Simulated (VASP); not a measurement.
# Run report: GaN, band-structure run (part 2 of 2)

The same run, continued: GaN (P6₃mc, 4 atoms in the cell); Kohn-Sham DFT of a periodic cell, PBEsol, VASP PAW PBE potentials, recommended, no spin polarisation (VASP 6.6.1); cutoff 520 eV, 12×12×5 k-mesh, Gaussian smearing of 0.03 eV. The structure derives from an entry of the Crystallography Open Database.

Geometry of the input (Å; fractional positions):
```
3.1802  0.0000  -0.0000
-1.5901  2.7542  0.0000
0.0000  0.0000  5.1832
Ga 0.3333  0.6667  0.9992
Ga 0.6667  0.3333  0.4992
N  0.3333  0.6667  0.3758
N  0.6667  0.3333  0.8758
```

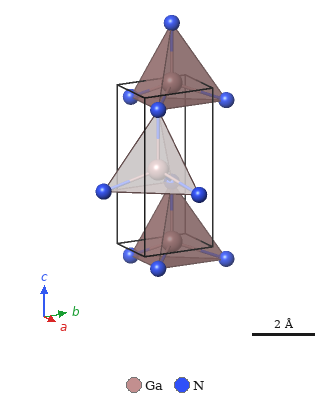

**Figure 1.** The input geometry (polyhedral view of the cell of the calculation, seen slightly off an axis; polyhedra are completed across the faces of the cell).

## Parts of OUTCAR, continued
```
 Following reciprocal coordinates:
            Coordinates               Weight
  0.000000  0.000000  0.000000      1.000000
  0.083333  0.000000  0.000000      6.000000
  0.166667  0.000000  0.000000      6.000000
  0.250000  0.000000  0.000000      6.000000
  0.333333  0.000000  0.000000      6.000000
  0.416667  0.000000  0.000000      6.000000
  0.500000  0.000000  0.000000      3.000000
  0.083333  0.083333  0.000000      6.000000
  0.166667  0.083333  0.000000     12.000000
  0.250000  0.083333  0.000000     12.000000
  0.333333  0.083333  0.000000     12.000000
  0.416667  0.083333  0.000000     12.000000
  0.166667  0.166667  0.000000      6.000000
  0.250000  0.166667  0.000000     12.000000
  0.333333  0.166667  0.000000     12.000000
  0.416667  0.166667  0.000000      6.000000
  0.250000  0.250000  0.000000      6.000000
  0.333333  0.250000  0.000000     12.000000
  0.333333  0.333333  0.000000      2.000000
  0.000000  0.000000  0.200000      2.000000
  0.083333  0.000000  0.200000     12.000000
  0.166667  0.000000  0.200000     12.000000
  0.250000  0.000000  0.200000     12.000000
  0.333333  0.000000  0.200000     12.000000
 [... further k-points ...]
   k-points           NKPTS =     57   k-points in BZ     NKDIM =     57   number of bands    NBANDS=     26
   number of dos      NEDOS =    301   number of ions     NIONS =      4
   total plane-waves  NPLWV =  23040
   dimension x,y,z NGX =    24 NGY =   24 NGZ =   40
   dimension x,y,z NGXF=    48 NGYF=   48 NGZF=   80
   ions per type =               2   2
   NGX,Y,Z   is equivalent  to a cutoff of  12.55, 12.55, 12.83 a.u.
   NGXF,Y,Z  is equivalent  to a cutoff of  25.09, 25.09, 25.66 a.u.
 SYSTEM =  unknown system
   PREC   = accura    normal or accurate (medium, high low for compatibility)
   ISTART =      0    job   : 0-new  1-cont  2-samecut
   ICHARG =      2    charge: 1-file 2-atom 10-const
   ISPIN  =      1    spin polarized calculation?
   LNONCOLLINEAR =      F non collinear calculations
   LSORBIT =      F    spin-orbit coupling
   LASPH  =      T    aspherical Exc in radial PAW
   ENCUT  =  520.0 eV  38.22 Ry    6.18 a.u.   5.91  5.91  9.64*2*pi/ulx,y,z
   NELM   =     80;   NELMIN=  2; NELMDL= -5     # of ELM steps
   EDIFF  = 0.1E-06   stopping-criterion for ELM
   LREAL  =      F    real-space projection
   EDIFFG = 0.1E-05   stopping-criterion for IOM
   NSW    =      0    number of steps for IOM
   IBRION =     -1    ionic relax: 0-MD 1-quasi-New 2-CG
   NFREE  =      0    steps in history (QN), initial steepest desc. (CG)
   ISIF   =      2    stress and relaxation
   ISYM   =      2    0-nonsym 1-usesym 2-fastsym
   POTIM  = 0.5000    time-step for ionic-motion
   TEBEG  =    0.0;   TEEND  =   0.0 temperature during run
   PSTRESS=    0.0 pullay stress
   NELECT =      36.0000    total number of electrons
   NUPDOWN=      -1.0000    fix difference up-down
   EMIN   =  10.00;   EMAX   =-10.00  energy-range for DOS
   EFERMI =   0.00;   METHOD = LEGACY
   ISMEAR =     0;   SIGMA  =   0.03  broadening in eV -4-tet -1-fermi 0-gaus
   EFERMI_NEDOS =   21; number of points for ismear=-14 and -15
   IALGO  =     38    algorithm
   IMIX   =      4    mixing-type and parameters
     AMIX     =   0.40;   BMIX     =  1.00
     AMIX_MAG =   1.60;   BMIX_MAG =  1.00
  volume/ion in A,a.u.               =      11.35        76.59
  Fermi-wavevector in a.u.,A,eV,Ry     =   1.515281  2.863466 31.240030  2.296077
  Thomas-Fermi vector in A             =   2.624826
   LORBIT       =      0    0 simple, 1 ext, 2 COOP (PROOUT), +10 PAW based schemes
   GGA     = PS    functional components
   LHFCALC =     F    Hartree Fock is set to
   AEXX    =    0.0000 exact exchange contribution
   IVDW    =     0    specifies the selected vdW correction
   LEPSILON=     F    determine dielectric tensor
   LRPA    =     F    only Hartree local field effects (RPA)
 non-spin polarized calculation
 Gauss-broadening in eV      SIGMA  =   0.03
  energy-cutoff  :      520.00
  volume of cell :       45.40
 maximum number of plane-waves:      1244
 NGX is ok and might be reduce to    24
   NGX = 11   NGY = 11   NGZ = 19

 number of electron      35.9999996 magnetization

 Free energy of the ion-electron system (eV)
  ---------------------------------------------------
  ext. energy  EPLUGINS =         0.00000000
  ---------------------------------------------------
  free energy    TOTEN  =       -26.26852088 eV

  energy without entropy =      -26.26852088  energy(sigma->0) =      -26.26852088

 the core state eigenenergies are
   1-  1s -10217.1127  2s  -1250.5231  2p  -1086.9804  3s   -136.7442  3p    -87.4871

   2-  1s -10217.1127  2s  -1250.5231  2p  -1086.9804  3s   -136.7442  3p    -87.4871

   3-  1s   -370.3459
   4-  1s   -370.3459

 E-fermi :   5.3791     XC(G=0): -11.9387     alpha+bet :-13.4898

 val. band max:        5.2578099597   @ k =   0.0000   0.0000   0.0000
 cond. band min:       7.1629528274   @ k =   0.0000   0.0000   0.0000
 fundamental gap:      1.9051428677
 Fermi energy:         5.3791127929

 k-point     1 :       0.0000    0.0000    0.0000
  band No.  band energies     occupation
      1     -10.7769      2.00000
      2      -9.8015      2.00000
      3      -8.1499      2.00000
      4      -8.1338      2.00000
      5      -8.1338      2.00000
      6      -8.0707      2.00000
      7      -8.0707      2.00000
      8      -7.8713      2.00000
      9      -7.8713      2.00000
     10      -7.7698      2.00000
     11      -7.7698      2.00000
     12      -6.5361      2.00000
     13      -1.9167      2.00000
     14       4.2070      2.00000
     15       4.2070      2.00000
     16       5.2111      2.00000
     17       5.2578      2.00000
     18       5.2578      2.00000
     19       7.1630      0.00000
     20       9.4846      0.00000
     21      14.3803      0.00000
     22      15.0907      0.00000
     23      15.0907      0.00000
     24      15.9053      0.00000
     25      16.9267      0.00000
     26      16.9267      0.00000

 k-point     2 :       0.0833    0.0000    0.0000
  band No.  band energies     occupation
      1     -10.7057      2.00000
      2      -9.7824      2.00000
      3      -8.1436      2.00000
      4      -8.1233      2.00000
      5      -8.1122      2.00000
      6      -8.0630      2.00000
      7      -8.0565      2.00000
      8      -7.8774      2.00000
      9      -7.8721      2.00000
     10      -7.7825      2.00000
     11      -7.7682      2.00000
     12      -6.4867      2.00000
     13      -1.8156      2.00000
     14       3.6815      2.00000
     15       4.0581      2.00000
     16       4.6258      2.00000
     17       5.1424      2.00000
     18       5.1945      2.00000
     19       7.7403      0.00000
     20       9.9283      0.00000
     21      14.1904      0.00000
     22      14.5851      0.00000
     23      15.2764      0.00000
     24      16.0091      0.00000
     25      16.5669      0.00000
     26      17.0834      0.00000

 k-point     3 :       0.1667    0.0000    0.0000
  band No.  band energies     occupation
      1     -10.5111      2.00000
      2      -9.7357      2.00000
      3      -8.1188      2.00000
      4      -8.0979      2.00000
      5      -8.0560      2.00000
      6      -8.0247      2.00000
      7      -8.0178      2.00000
      8      -7.8940      2.00000
      9      -7.8702      2.00000
     10      -7.8092      2.00000
     11      -7.7640      2.00000
     12      -6.3486      2.00000
     13      -1.5237      2.00000
     14       2.4949      2.00000
     15       3.5213      2.00000
     16       3.6874      2.00000
     17       4.9215      2.00000
     18       5.0105      2.00000
     19       8.6782      0.00000
     20      10.7736      0.00000
     21      13.3319      0.00000
     22      14.0998      0.00000
     23      15.6213      0.00000
     24      15.6883      0.00000
     25      16.5754      0.00000
     26      17.4453      0.00000

 k-point     4 :       0.2500    0.0000    0.0000
  band No.  band energies     occupation
      1     -10.2513      2.00000
      2      -9.6840      2.00000
      3      -8.0930      2.00000
      4      -8.0727      2.00000
      5      -8.0083      2.00000
      6      -7.9650      2.00000
      7      -7.9134      2.00000
      8      -7.8997      2.00000
      9      -7.8552      2.00000
     10      -7.7917      2.00000
     11      -7.7586      2.00000
     12      -6.1523      2.00000
     13      -1.0912      2.00000
     14       1.1943      2.00000
     15       2.3642      2.00000
     16       3.2394      2.00000
     17       4.5273      2.00000
     18       4.7511      2.00000
     19       9.5169      0.00000
     20      11.1494      0.00000
     21      12.5495      0.00000
     22      13.7199      0.00000
     23      15.3539      0.00000
     24      15.9269      0.00000
     25      16.5974      0.00000
     26      17.9244      0.00000

 k-point     5 :       0.3333    0.0000    0.0000
  band No.  band energies     occupation
      1     -10.0129      2.00000
      2      -9.6462      2.00000
      3      -8.0805      2.00000
      4      -8.0599      2.00000
      5      -7.9775      2.00000
      6      -7.9140      2.00000
      7      -7.9126      2.00000
      8      -7.8803      2.00000
      9      -7.8242      2.00000
     10      -7.7522      2.00000
     11      -7.4836      2.00000
     12      -5.9735      2.00000
     13      -0.7758      2.00000
     14       0.2819      2.00000
     15       1.3110      2.00000
     16       2.8368      2.00000
     17       3.9630      2.00000
     18       4.4933      2.00000
     19      10.0710      0.00000
     20      10.9418      0.00000
     21      11.8774      0.00000
     22      13.6578      0.00000
     23      15.4904      0.00000
     24      15.8300      0.00000
     25      16.7561      0.00000
     26      18.3591      0.00000

 [... the levels of 4 k-points are left out ...]

 k-point    10 :       0.2500    0.0833    0.0000
  band No.  band energies     occupation
      1     -10.0961      2.00000
      2      -9.6586      2.00000
      3      -8.0775      2.00000
      4      -8.0698      2.00000
      5      -7.9825      2.00000
      6      -7.9474      2.00000
      7      -7.9158      2.00000
      8      -7.8687      2.00000
      9      -7.8386      2.00000
     10      -7.7713      2.00000
     11      -7.6235      2.00000
     12      -6.0255      2.00000
     13      -0.8273      2.00000
     14       0.6909      2.00000
     15       1.6608      2.00000
     16       2.8140      2.00000
     17       4.2337      2.00000
     18       4.3916      2.00000
     19      10.0886      0.00000
     20      11.4520      0.00000
     21      12.1449      0.00000
     22      13.4842      0.00000

------------------------ aborting loop because EDIFF is reached ----------------------------------------

  FORCE on cell =-STRESS in cart. coord.  units (eV):
  Direction    XX          YY          ZZ          XY          YZ          ZX
  --------------------------------------------------------------------------------------
  -------------------------------------------------------------------------------------
  Total        0.0460038      0.0460038      0.0370290      0.0000000      0.0000000      0.0000000
  in kB        1.6235163      1.6235163      1.3067896      0.0000000      0.0000000      0.0000000
  external PRESSURE =       1.5179408 kB  Pullay stress =       0.0000000 kB

 VOLUME and BASIS-vectors are now :
 -----------------------------------------------------------------------------
  energy-cutoff  :      520.00
  volume of cell :       45.40
      direct lattice vectors                 reciprocal lattice vectors
     3.180230302  0.000000000  0.000000000     0.314442636  0.181543541  0.000000000
    -1.590115151  2.754160227  0.000000000     0.000000000  0.363087082  0.000000000
     0.000000000  0.000000000  5.183217287     0.000000000  0.000000000  0.192930364

 POSITION                                       TOTAL-FORCE (eV/Angst)
 -----------------------------------------------------------------------------------
     -0.00000      1.83611      5.17928         0.000000      0.000000     -0.002330
      1.59012      0.91805      2.58767         0.000000      0.000000     -0.002330
     -0.00000      1.83611      1.94764        -0.000000     -0.000000      0.002330
      1.59012      0.91805      4.53925        -0.000000      0.000000      0.002330
 -----------------------------------------------------------------------------------
    total drift:                               -0.000011      0.000005     -0.000516

  FREE ENERGIE OF THE ION-ELECTRON SYSTEM (eV)
  ---------------------------------------------------
  free  energy   TOTEN  =       -26.2685208846 eV

  energy  without entropy=      -26.2685208846  energy(sigma->0) =      -26.26852088
```

## CONTCAR
```
GaN
   1.00000000000000
     3.1802303021000000    0.0000000000000000    0.0000000000000000
    -1.5901151510000000    2.7541602274999999    0.0000000000000000
     0.0000000000000000    0.0000000000000000    5.1832172870999997
  Ga              N
     2     2
Direct
     0.3333333300000021    0.6666666699999979    0.9992402474439643
     0.6666666699999979    0.3333333300000021    0.4992402474439643
     0.3333333300000021    0.6666666699999979    0.3757597525560357
     0.6666666699999979    0.3333333300000021    0.8757597525560357

  0.00000000E+00  0.00000000E+00  0.00000000E+00
  0.00000000E+00  0.00000000E+00  0.00000000E+00
  0.00000000E+00  0.00000000E+00  0.00000000E+00
  0.00000000E+00  0.00000000E+00  0.00000000E+00
```

## Results in brief

```tsv
quantity	value
outcome	converged
space group (tolerance 0.01 Å)	P6₃mc (186)
electrons treated	36
free energy	−26.2685 eV
Fermi energy of the self-consistent step	5.379 eV
gap on the k-point mesh	1.91 eV
gap on the band path	1.91 eV
pressure	0.15 GPa
largest force (length of the vector)	0.002 eV/Å
hardware	1 thread of Intel Xeon @ 2.90GHz (Ice Lake), 64 GiB of memory available, shared host
wall time	1.7 min
peak memory	0.23 GiB
```
